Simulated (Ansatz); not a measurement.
**C: a changed input and its effect**

System: C (slab, 6 atoms in the cell).
Method of run 1: DFT HSE06, scalar-relativistic, plane waves, PAW, no spin polarisation (Ansatz 0.2.0).

The structure derives from an entry of the Crystallography Open Database. Text and figures count atoms from 1; the logs count them from 0 in places.

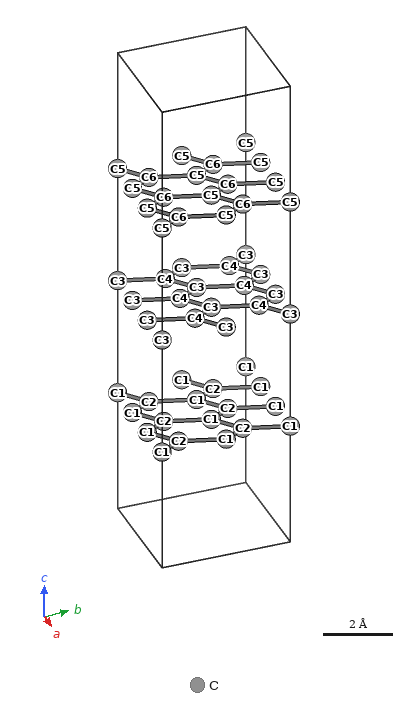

The structure (ball-and-stick view of the 3 × 2 repeat of the cell, with the vacuum cut short, seen slightly off an axis; atoms are numbered from 1 in the order of the input). Near neighbours in the crystal (not all of them lie inside the picture): C has 3 C at 1.42 Å.

## The input, run 1
```yaml
crystal:
  lattice:
    - [2.465165647, 0.0, 0.0]
    - [-1.2325828235, 2.1348960749, 0.0]
    - [0.0, 0.0, 39.4810792268]
  atoms:
    - { symbol: C, position: [0.0, 0.0, 0.4141009925] }
    - { symbol: C, position: [0.6666666667, 0.3333333333, 0.4140901827] }
    - { symbol: C, position: [0.0, 0.0, 0.5] }
    - { symbol: C, position: [0.3333333333, 0.6666666667, 0.5] }
    - { symbol: C, position: [0.0, 0.0, 0.5858990075] }
    - { symbol: C, position: [0.6666666667, 0.3333333333, 0.5859098173] }
  periodic: [true, true, false]
basis:
  ecutwfc: 420
kpoints:
  mp_grid: { grid: [9, 9, 1] }
  band_path:
    path: [[0.0, 0.0, 0.0], [0.5, 0.0, 0.0], [0.3333333333, 0.3333333333, 0.0]]
    npoints: 1
hamiltonian:
  xc: hse06
scf:
  occupations: { method: gaussian, width: 0.1 }
  n_extra_bands: 6
output:
  eigenvalues: true
  write_density: true
  write_potential: true
  elf: true
  volumetric_format: npy
```

Command:
```bash
ansatz run input.yaml --threads 2 --pin off --max-ram 5120MiB --backend cpu --events-out ev --progress --plain --runs-dir out
```

Hardware: 2 threads of Intel Xeon @ 2.50GHz (Skylake/Cascade Lake), 64 GiB of memory available, shared host.

## Output, shortened to warnings, some set-up lines, iterations and results (run 1)
```
WARN: The output density's exchange-correlation potential varies sharply where the density is thin. Do not read a vacuum level from v_tot or v_xc, or from such a field of the output density. On a cell that repeats whose density bears no net charge and no dipole along the vacuum's axis use v_es (v_loc + v_h of the components); under efield.dipole_correction with no amplitude use v_es + v_field, …
Basis set: ecut = 420 eV, 3917 PW (Γ)
Symmetry: 12 space group operations
k-points: 12 of 81 (time reversal used)
Initial density: superposition of atomic densities (neutral atoms: chi_scale 0, normalization atom), corrected by the library's trained network
[...]
SCF iter   1: F=—  HF=-1505.573437 eV  |F-HF|=—  |Δ(HF+E_count)|=         —  Δρ=1.68e-3  dr2=8.21e-3  ethr=1.77e-3  ⟨swp⟩=16.1  Hψ=1433  notcnv=2
SCF iter   2: F=—  HF=-1505.575162 eV  |F-HF|=—  |Δ(HF+E_count)|=   1.72e-3  Δρ=9.59e-4  dr2=3.31e-3  ethr=3.42e-5  ⟨swp⟩=3.8  Hψ=549  notcnv=0  defer=6
SCF iter   3: F=—  HF=-1505.575369 eV  |F-HF|=—  |Δ(HF+E_count)|=   2.07e-4  Δρ=9.45e-4  dr2=5.46e-3  ethr=1.38e-5  ⟨swp⟩=4.2  Hψ=583  notcnv=0  defer=9
SCF iter   4: F=—  HF=-1505.575242 eV  |F-HF|=—  |Δ(HF+E_count)|=   1.26e-4  Δρ=7.27e-4  dr2=6.02e-3  ethr=1.38e-5  ⟨swp⟩=3.3  Hψ=414  notcnv=0  defer=9
SCF iter   5: F=—  HF=-1505.574774 eV  |F-HF|=—  |Δ(HF+E_count)|=   4.69e-4  Δρ=2.95e-4  dr2=6.69e-4  ethr=1.38e-5  ⟨swp⟩=2.2  Hψ=377  notcnv=0  defer=1
[... 22 lines ...]
SCF iter   2: F=—  HF=-1505.587818 eV  |F-HF|=—  |Δ(HF+E_count)|=   1.23e-6  Δρ=2.48e-5  dr2=9.08e-6  ethr=9.02e-9  ⟨swp⟩=3.2  Hψ=482  notcnv=0
SCF iter   3: F=—  HF=-1505.587818 eV  |F-HF|=—  |Δ(HF+E_count)|=   1.67e-7  Δρ=2.87e-5  dr2=7.88e-6  ethr=9.02e-9  ⟨swp⟩=3.1  Hψ=400  notcnv=0
SCF iter   4: F=—  HF=-1505.587818 eV  |F-HF|=—  |Δ(HF+E_count)|=   5.06e-7  Δρ=1.03e-5  dr2=1.02e-6  ethr=9.02e-9  ⟨swp⟩=2.1  Hψ=364  notcnv=0  defer=1
SCF iter   5: F=-1505.587818 eV  HF=-1505.587818 eV  |F-HF|=2.57e-8  |Δ(HF+E_count)|=   8.24e-8  Δρ=3.52e-6  dr2=3.33e-8  ethr=1.31e-10  ⟨swp⟩=4.6  Hψ=928  notcnv=0  defer=12
SCF 3 converged in 5 iterations: F = -1505.587818 eV  dr2 = 3.33e-8
hybrid outer 2: dexx = +1.251e-6 eV, tail = 8.14e-8 eV, Δε = 5.85e-3 eV (about 3.15e-4 eV left of the loop's levels)
NSCF: frozen V_eff on 3 k-points
WARN: The output density's exchange-correlation potential varies sharply where the density is thin. Do not read a vacuum level from v_tot or v_xc, or from such a field of the output density. On a cell that repeats whose density bears no net charge and no dipole along the vacuum's axis use v_es …
hybrid SCF converged: 2 outer / 18 inner (+11 warm-up), last move |dexx| = 1.25e-6 eV, tail = 8.14e-8 eV
[...]
```

The input of run 2 differs as follows (lines with − go, lines with + come):
```diff
-  xc: hse06
+  xc: pbe
+  dispersion: d3bj
+  forces: true
+  stress: true
-  write_density: true
-  write_potential: true
-  elf: true
-  volumetric_format: npy
```

What does this change do to the results?

The total energies belong to different models, so their difference says nothing on which is more stable or more accurate. The work function goes from 4.36 to 4.28 eV. The functional changes from HSE06 to PBE. The SCF takes 6 iterations against 29. On the same kind of shared host run 2 took about 0.023 times as long.

## Output, shortened to warnings, some set-up lines, iterations and results (run 2)
```
Basis set: ecut = 420 eV, 3917 PW (Γ), exchange–correlation on 36×36×540 points (8 copies of the dense FFT grid, shifted against one another)
Symmetry: 12 space group operations
k-points: 12 of 81 (time reversal used)
Initial density: superposition of atomic densities (neutral atoms: chi_scale 0, normalization atom), corrected by the library's trained network
[...]
SCF iter   1: F=—  HF=-1506.359279 eV  |F-HF|=—  |Δ(HF+E_count)|=         —  Δρ=1.70e-3  dr2=8.41e-3  ethr=1.77e-3  ⟨swp⟩=12.4  Hψ=1926  notcnv=0
SCF iter   2: F=—  HF=-1506.359240 eV  |F-HF|=—  |Δ(HF+E_count)|=   3.98e-5  Δρ=4.18e-4  dr2=3.88e-4  ethr=3.51e-5  ⟨swp⟩=3.4  Hψ=637  notcnv=0  defer=15
SCF iter   3: F=—  HF=-1506.359478 eV  |F-HF|=—  |Δ(HF+E_count)|=   2.38e-4  Δρ=1.66e-4  dr2=1.03e-4  ethr=1.62e-6  ⟨swp⟩=2.7  Hψ=420  notcnv=0  defer=15
SCF iter   4: F=—  HF=-1506.359491 eV  |F-HF|=—  |Δ(HF+E_count)|=   1.32e-5  Δρ=7.57e-5  dr2=1.17e-5  ethr=4.28e-7  ⟨swp⟩=2.3  Hψ=375  notcnv=0  defer=15
SCF iter   5: F=—  HF=-1506.359523 eV  |F-HF|=—  |Δ(HF+E_count)|=   3.25e-5  Δρ=9.52e-6  dr2=2.44e-7  ethr=4.85e-8  ⟨swp⟩=2.7  Hψ=383  notcnv=0  defer=15
SCF iter   6: F=-1506.359524 eV  HF=-1506.359524 eV  |F-HF|=2.64e-7  |Δ(HF+E_count)|=   5.59e-7  Δρ=3.68e-6  dr2=2.70e-8  ethr=4.17e-10  ⟨swp⟩=19.2  Hψ=1630  notcnv=0
SCF 1 converged in 6 iterations: F = -1506.359524 eV  dr2 = 2.70e-8
NSCF: frozen V_eff on 3 k-points
SCF converged after 6 iterations
Free energy (F): -1506.359524 eV
Harris-Foulkes:  -1506.359524 eV  (|F-HF|=2.64e-7)
Internal energy: -1506.353970 eV  (E = F + TS)
E sigma→0 (E₀):  -1506.356747 eV
Entropy (-TS):   -0.005554 eV (-0.926 meV/atom)
Fermi energy:    -4.275338 eV
--- Per-component energies (eV) ---
  E_band       = -321.781475
  E_kinetic    = 545.443320
  E_local      = -66684.925736  (includes V_loc(G=0)·N_el)
  E_nonlocal   = 163.808311
  E_hartree    = 33025.638930
  E_xc         = -287.991193
  E_vxc        = -356.561295  (∫ρ·V_xc dr)
  E_paw        = -596.064732  (= ΣΔE_a)
  E_vpaw       = -40.821951  (= ΣTr[D̂ρ^β])
  E_aug_tail   = 0.000045  (compensation charges beyond the density's cutoff)
  E_ewald      = 32328.518587
  E_disp       = -0.781501  (pairwise vdW)
  E_smearing   = -0.005554  (= −TS)
  E_closure    = -0.000000  (closes the sum)
  Σ components = -1506.359524   (vs F -1506.359524, Δ=0.00e0)
--- Forces (eV/Å), atoms counted from 1 ---
  atom   1  C      0.00000000     0.00000000     0.01010848
  atom   2  C      0.00000000    -0.00000000    -0.00206972
  atom   3  C      0.00000000    -0.00000000     0.00000000
  atom   4  C      0.00000000     0.00000000     0.00000000
  atom   5  C      0.00000000     0.00000000    -0.01010848
  atom   6  C      0.00000000    -0.00000000     0.00206972
  max |Σ_I F_I| component: 1.48e-16 eV/Å
--- 2D stress c σ (N/m, compression-positive) ---
        0.186031       0.000000       0.000000
        0.000000       0.186031       0.000000
        0.000000       0.000000       0.000000
  P = ½ c Tr σ = 0.1860 N/m
  ° read free of the cell's end (the report's vacuum.weakly_bound_levels)
```

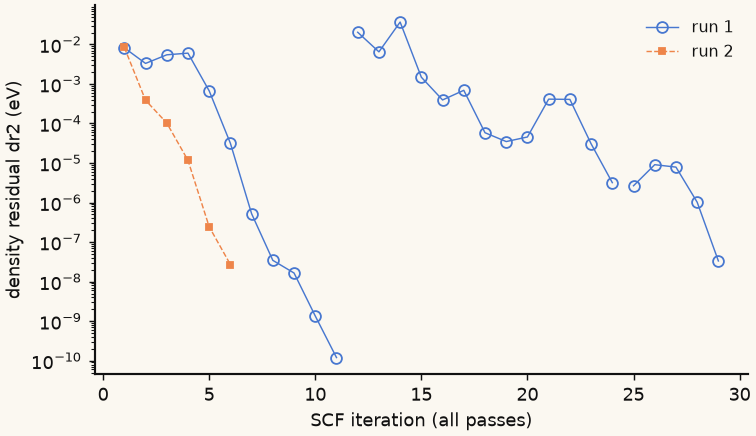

Convergence of the two runs: density residual dr2 against the SCF iteration. A break in a curve parts two SCF passes. Run 1 takes 29 iterations in all, and run 2 takes 6.

## The two runs side by side

| quantity | run 1 | run 2 |
| --- | --- | --- |
| outcome | converged | converged |
| free energy per atom (eV) | −250.9313 | −251.0599 |
| energy per atom, smearing taken to zero (eV) | −250.9308 | −251.0595 |
| work function (eV) | 4.36 | 4.28 |
| SCF iterations | 29 | 6 |
| irreducible k-points | 12 | 12 |
| plane waves at Γ | 3917 | 3917 |
| largest force (eV/Å) | – | 0.010 |
| wall time (shared host) | 2.1 min | 2.8 s |

For run 1: Warnings: the exchange-correlation potential is rough where the density is thin.
